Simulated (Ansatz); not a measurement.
Ge: geometry relaxation (part 2 of 2)

Continued. System: Ge (4 atoms in the cell). Method: DFT, PBE, plane waves, PAW, no spin polarisation (Ansatz 0.2.0); cutoff 420 eV, 12×12×4 k-mesh, Fermi–Dirac smearing of 0.02 eV. The structure was built on a prototype by a generator.

Geometry of the input (Å; fractional positions):
```
3.9192  0.0000  0.0000
-1.9596  3.3941  0.0000
0.0000  0.0000  6.4000
Ge 0.3333  0.6667  0.0000
Ge 0.6667  0.3333  0.5000
Ge 0.3333  0.6667  0.3750
Ge 0.6667  0.3333  0.8750
```

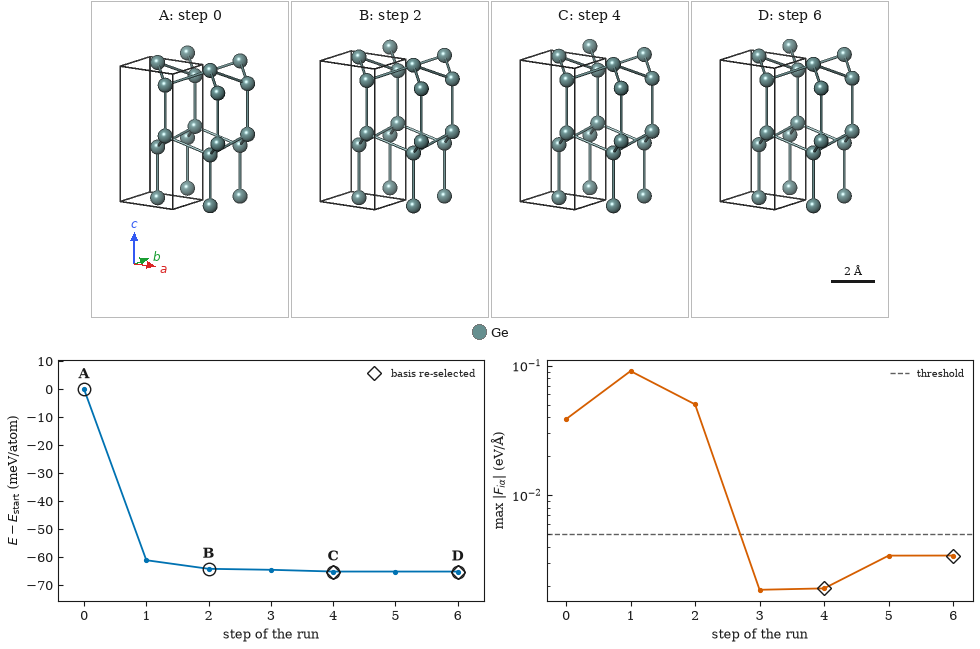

Figure 1. Frames of the relaxation (ball-and-stick view of the cell of the calculation, repeated 2 × 2 × 1, seen slightly off an axis) above the curves, on which the letters mark them (the first geometry is step 0 here and step 1 in the log).

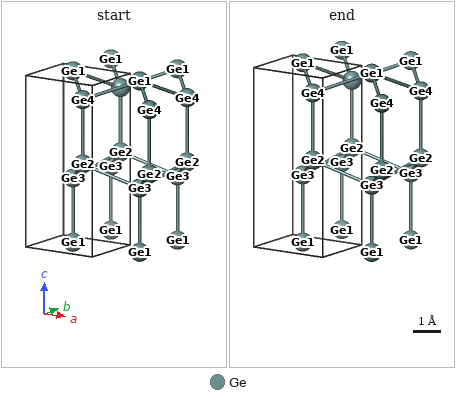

Figure 2. Before (left) and after (right) the relaxation, at one scale (ball-and-stick view of the cell of the calculation, repeated 2 × 2 × 1, seen slightly off an axis). No atom moves by more than 0.005 Å relative to the cell. The volume changes by +12.1 %, with a = b 3.919 → 4.058 Å (+3.6 %), c 6.400 → 6.693 Å (+4.6 %). Distances before and after: Ge1–Ge3 2.400 → 2.506 Å, Ge1–Ge4 2.400 → 2.489 Å. The space group stays P6_3/mmc (No. 194). The energy falls by 65.1 meV per atom in 4 geometry steps. The largest force component goes from 0.039 to 0.0034 eV/Å. Pressure: 8.92 GPa at the start and 0.00 GPa at the end. The basis was re-selected once at an unchanged geometry, which shifts the energy a little without any move. The energy change given includes the shifts at the re-selections in mid-walk, which come without any move. A last SCF at the same geometry on a re-selected plane-wave basis shifts the energy by next to nothing (0.0 meV per atom). (Atoms are counted from 1 in the order of the input.)

```
basis re-selected at this cell: Δ(F+E_penalty+E_count) = -1.148e-5 eV, ΔP = +0.000 GPa vs the last step (what re-selecting the basis moved, of the pressure what is left beyond the Pulay correction that the steps carried, after the strain that the cell walked since its last selection, with what the two solves' SCF thresholds leave and, on support functions, any second-order correction that the steps lacked; it is no measure of the basis error at this ecutwfc). This SCF's stress stands 2.13e-2 GPa from its target on what of the cell is left free (relax.cell.stress_tol is 5.00e-2 GPa) and its largest allowed force component is 3.42e-3 eV/Å (relax.f_tol is 5.00e-3 eV/Å): within both
SCF converged after 6 iterations
Free energy (F): -17179.865806 eV
Harris-Foulkes:  -17179.865806 eV  (|F-HF|=3.64e-12)
Internal energy: -17179.865536 eV  (E = F + TS)
E sigma→0 (E₀):  -17179.865671 eV
Entropy (-TS):   -0.000270 eV (-0.067 meV/atom)
Fermi energy:    7.931992 eV
--- Per-component energies (eV) ---
  E_band       = -630.254528
  E_kinetic    = 443.543938
  E_local      = -10046.995196  (includes V_loc(G=0)·N_el)
  E_nonlocal   = 1672.968152
  E_hartree    = 4403.814865
  E_xc         = -301.158969
  E_vxc        = -256.915705  (∫ρ·V_xc dr)
  E_paw        = -8078.803409  (= ΣΔE_a)
  E_vpaw       = -1250.486585  (= ΣTr[D̂ρ^β])
  E_aug_tail   = 0.001136  (compensation charges beyond the density's cutoff)
  E_ewald      = -5273.236055
  E_smearing   = -0.000270  (= −TS)
  E_closure    = -0.000000  (closes the sum)
  Σ components = -17179.865806   (vs F -17179.865806, Δ=0.00e0)
--- Forces (eV/Å), atoms counted from 1 ---
  atom   1  Ge    -0.00000000     0.00000000     0.00342467
  atom   2  Ge     0.00000000     0.00000000     0.00342467
  atom   3  Ge    -0.00000000    -0.00000000    -0.00342467
  atom   4  Ge     0.00000000     0.00000000    -0.00342467
  max |Σ_I F_I| component: 3.70e-17 eV/Å
--- Stress (GPa, compression-positive) ---
        0.007740       0.000000      -0.000000
        0.000000       0.007740      -0.000000
        0.000000      -0.000000      -0.021318
  P = ⅓ Tr σ = -0.0019 GPa (-0.019 kbar)
--- Band table (eV; the first three rows and the last of 57) ---
  k-point 0: bands = ["-16.8733", "-16.8733", "-16.8396", "-16.8396", "-16.8396", "-16.8271", "-16.8165", "-16.8165", "-16.7705", "-16.7705", "-16.6614", "-16.6614", "-16.6475", "-16.6328", "-16.6298", "-16.6298", "-16.6162", "-16.6162", "-16.5883", "-16.5883", "-4.5000", "-2.5619", "0.5373", "6.5311", "6.5311", "7.5357", "7.7428", "7.8005", "8.0486", "8.0486", "10.2029", "10.2029", "10.6584", "12.3992"]
  k-point 1: bands = ["-16.8696", "-16.8696", "-16.8472", "-16.8472", "-16.8373", "-16.8284", "-16.8080", "-16.8080", "-16.7772", "-16.7772", "-16.6563", "-16.6563", "-16.6459", "-16.6354", "-16.6351", "-16.6351", "-16.6106", "-16.6106", "-16.5917", "-16.5917", "-4.3204", "-3.0496", "1.3860", "5.3869", "6.6881", "6.6881", "7.7113", "7.7113", "7.9377", "9.0156", "10.5551", "10.5551", "11.0973", "12.0190"]
  k-point 2: bands = ["-16.8597", "-16.8597", "-16.8597", "-16.8597", "-16.8323", "-16.8323", "-16.7923", "-16.7923", "-16.7923", "-16.7923", "-16.6454", "-16.6454", "-16.6454", "-16.6454", "-16.6412", "-16.6412", "-16.6004", "-16.6004", "-16.6004", "-16.6004", "-3.8013", "-3.8013", "3.1961", "3.1961", "7.1264", "7.1264", "7.1264", "7.1264", "8.4854", "8.4854", "11.2679", "11.2679", "11.2679", "11.2679"]
  k-point 56: bands = ["-16.8877", "-16.8877", "-16.8672", "-16.8672", "-16.8077", "-16.8077", "-16.7512", "-16.7512", "-16.7302", "-16.7302", "-16.7150", "-16.7150", "-16.6842", "-16.6842", "-16.6563", "-16.6563", "-16.5905", "-16.5905", "-16.5683", "-16.5683", "-1.5530", "-1.5530", "-0.0582", "-0.0582", "3.8954", "3.8954", "6.0230", "6.0230", "9.1426", "9.1426", "12.0886", "12.0886", "13.5674", "13.5674"]
--- Relaxed structure (5 steps of the walk, 5 accepted, 2 SCFs on fresh bases) ---
  F+E_penalty+E_count = -17179.86580560 eV   max|allowed force component| = 3.425e-3 eV/Å   (the final SCF, on the basis selected at the relaxed cell)
  cell:  # Å, volume = 95.4690 Å³
    - [4.0584087520102505, -2.989308669204908e-11, 5.89577962493315e-18]
    - [-2.0292043759792375, 3.514685078196924, -2.9478898124289655e-18]
    - [9.627808127385702e-18, 2.263419052809182e-33, 6.692989624995504]
  atoms:
    - { symbol: Ge, position: [0.3333333333333333, 0.6666666666666664, 0.00031974455892447664] }
    - { symbol: Ge, position: [0.6666666666666665, 0.33333333333333326, 0.5003197445589245] }
    - { symbol: Ge, position: [0.3333333333333333, 0.6666666666666664, 0.37468025544107547] }
    - { symbol: Ge, position: [0.6666666666666665, 0.33333333333333326, 0.8746802554410756] }
```

### File rho_z.tsv
```
# z_ang	rho[e/angstrom^3]
# format = ansatz-planar-average/11
# lattice	4.058408752	-0.000000000	0.000000000
# lattice	-2.029204376	3.514685078	-0.000000000
# lattice	0.000000000	0.000000000	6.692989625
# sites	4
# site	32	0.000000000	2.343123385	0.002140047
# site	32	2.029204376	1.171561693	3.348634860
# site	32	0.000000000	2.343123385	2.507731062
# site	32	2.029204376	1.171561693	5.854225875
0.000000	1.424645e0
0.148733	1.153095e0
0.297466	6.792105e-1
0.446199	3.581455e-1
0.594932	2.126589e-1
0.743666	1.493239e-1
0.892399	1.180987e-1
1.041132	1.019382e-1
1.189865	9.468442e-2
1.338598	9.514214e-2
1.487331	1.034375e-1
1.636064	1.209437e-1
1.784797	1.549497e-1
1.933530	2.246938e-1
2.082263	3.868045e-1
2.230997	7.340512e-1
2.379730	1.207944e0
2.528463	1.424398e0
2.677196	1.176508e0
2.825929	8.278186e-1
2.974662	7.596528e-1
3.123395	1.030384e0
3.272128	1.375688e0
3.420861	1.343093e0
3.569594	9.118660e-1
3.718328	4.917434e-1
3.867061	2.697104e-1
4.015794	1.751240e-1
4.164527	1.310725e-1
4.313260	1.087569e-1
4.461993	9.726735e-2
4.610726	9.401130e-2
4.759459	9.823615e-2
4.908192	1.108254e-1
5.056925	1.350681e-1
5.205659	1.831753e-1
5.354392	2.883388e-1
5.503125	5.334941e-1
5.651858	9.734402e-1
5.800591	1.375323e0
5.949324	1.345298e0
6.098057	9.835541e-1
6.246790	7.479987e-1
6.395523	8.607061e-1
6.544257	1.223684e0
```

### Trajectory as extended XYZ (Å, eV, eV/Å), 7 frames, from step=1 to step=7
```
4
Lattice="3.9192 0.0000 0.0000 -1.9596 3.3941 0.0000 0.0000 0.0000 6.4000" Properties=species:S:1:pos:R:3:forces:R:3 step=1 energy=-17179.60543 pressure_GPa=8.92
Ge    0.0000    2.2627    0.0000    0.0000   0.0000  -0.0386
Ge    1.9596    1.1314    3.2000    0.0000   0.0000  -0.0386
Ge    0.0000    2.2627    2.4000    0.0000   0.0000   0.0386
Ge    1.9596    1.1314    5.6000    0.0000   0.0000   0.0386
4
Lattice="4.0131 0.0000 0.0000 -2.0066 3.4755 0.0000 0.0000 0.0000 6.6654" Properties=species:S:1:pos:R:3:forces:R:3 step=2 energy=-17179.84959 pressure_GPa=1.63
Ge    0.0000    2.3170    0.0097    0.0000   0.0000  -0.0908
Ge    2.0066    1.1585    3.3424    0.0000   0.0000  -0.0908
Ge    0.0000    2.3170    2.4898    0.0000   0.0000   0.0908
Ge    2.0066    1.1585    5.8226    0.0000   0.0000   0.0908
4
Lattice="4.0632 0.0000 0.0000 -2.0316 3.5188 0.0000 0.0000 0.0000 6.6547" Properties=species:S:1:pos:R:3:forces:R:3 step=3 energy=-17179.86188 pressure_GPa=0.18
Ge    0.0000    2.3459   -0.0029    0.0000   0.0000   0.0503
Ge    2.0316    1.1729    3.3244    0.0000   0.0000   0.0503
Ge    0.0000    2.3459    2.4984    0.0000   0.0000  -0.0503
Ge    2.0316    1.1729    5.8257    0.0000   0.0000  -0.0503
4
Lattice="4.0582 0.0000 0.0000 -2.0291 3.5145 0.0000 0.0000 0.0000 6.6877" Properties=species:S:1:pos:R:3:forces:R:3 step=4 energy=-17179.86328 pressure_GPa=0.01
Ge    0.0000    2.3430    0.0019    0.0000   0.0000   0.0019
Ge    2.0291    1.1715    3.3458    0.0000   0.0000   0.0019
Ge    0.0000    2.3430    2.5060    0.0000   0.0000  -0.0019
Ge    2.0291    1.1715    5.8498    0.0000   0.0000  -0.0019
4
Lattice="4.0582 0.0000 0.0000 -2.0291 3.5145 0.0000 0.0000 0.0000 6.6877" Properties=species:S:1:pos:R:3:forces:R:3 step=5 energy=-17179.86579 pressure_GPa=0.05
Ge    0.0000    2.3430    0.0019    0.0000   0.0000   0.0019
Ge    2.0291    1.1715    3.3458    0.0000   0.0000   0.0019
Ge    0.0000    2.3430    2.5060    0.0000   0.0000  -0.0019
Ge    2.0291    1.1715    5.8498    0.0000   0.0000  -0.0019
4
Lattice="4.0584 0.0000 0.0000 -2.0292 3.5147 0.0000 0.0000 0.0000 6.6930" Properties=species:S:1:pos:R:3:forces:R:3 step=6 energy=-17179.86579 pressure_GPa=-0.00
Ge    0.0000    2.3431    0.0021    0.0000   0.0000   0.0034
Ge    2.0292    1.1716    3.3486    0.0000   0.0000   0.0034
Ge    0.0000    2.3431    2.5077    0.0000   0.0000  -0.0034
Ge    2.0292    1.1716    5.8542    0.0000   0.0000  -0.0034
4
Lattice="4.0584 0.0000 0.0000 -2.0292 3.5147 0.0000 0.0000 0.0000 6.6930" Properties=species:S:1:pos:R:3:forces:R:3 step=7 energy=-17179.86581 pressure_GPa=-0.00
Ge    0.0000    2.3431    0.0021    0.0000   0.0000   0.0034
Ge    2.0292    1.1716    3.3486    0.0000   0.0000   0.0034
Ge    0.0000    2.3431    2.5077    0.0000   0.0000  -0.0034
Ge    2.0292    1.1716    5.8542    0.0000   0.0000  -0.0034
```

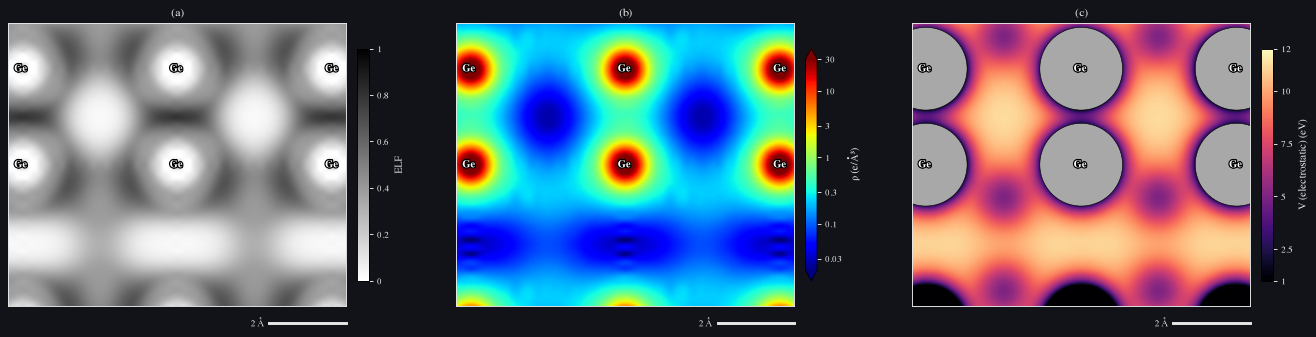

Figure 3. (a) ELF; (b) valence charge density (pseudo); (c) electrostatic potential (local pseudopotential plus Hartree) felt by an electron on the (010) plane of the conventional cell. Grey discs, where drawn, cover atomic cores. Away from the nuclei the density in this plane falls to 0.02 e/Å³ at its lowest. Outside the cores the potential energy rises away from the atoms and is highest about 2.4 Å from the nearest atoms; outside the discs it spans about 9 eV, and its zero is arbitrary. The fields are those of the smooth PAW valence density.

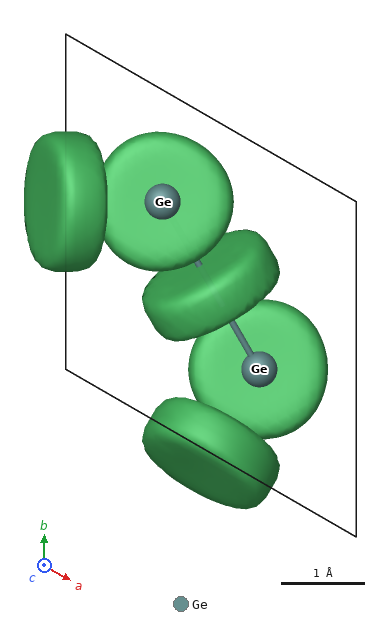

Figure 4. Isosurface of the electron localisation function at 0.55 (green), seen along the c axis. Only the valence region is drawn (cores and ρ < 0.01 e/Å³ removed). Sticks mark near contacts. The outline is the cell set on symmetry axes. Along the contacts the grid gives the following. Ge–Ge (2.49 Å): the ELF peaks at about 0.80 between the atoms (a covalent bond).

### Key numbers

| quantity | value |
| --- | --- |
| outcome | converged |
| space group (tolerance 0.01 Å) | P6₃/mmc (194) |
| electrons treated | 56 |
| free energy | −17179.8658 eV |
| Fermi energy | 7.932 eV |
| band gap | 0.04 eV |
| pressure | 0.00 GPa |
| final volume | 95.47 Å³ |
| largest force (length of the vector) at the end | 0.003 eV/Å |
| final cell | a = 4.058 Å, b = 4.058 Å, c = 6.693 Å, α = 90.00°, β = 90.00°, γ = 120.00° |
| wall time | 29 s (CPU time 58 s) |
| peak memory | 0.45 GiB |
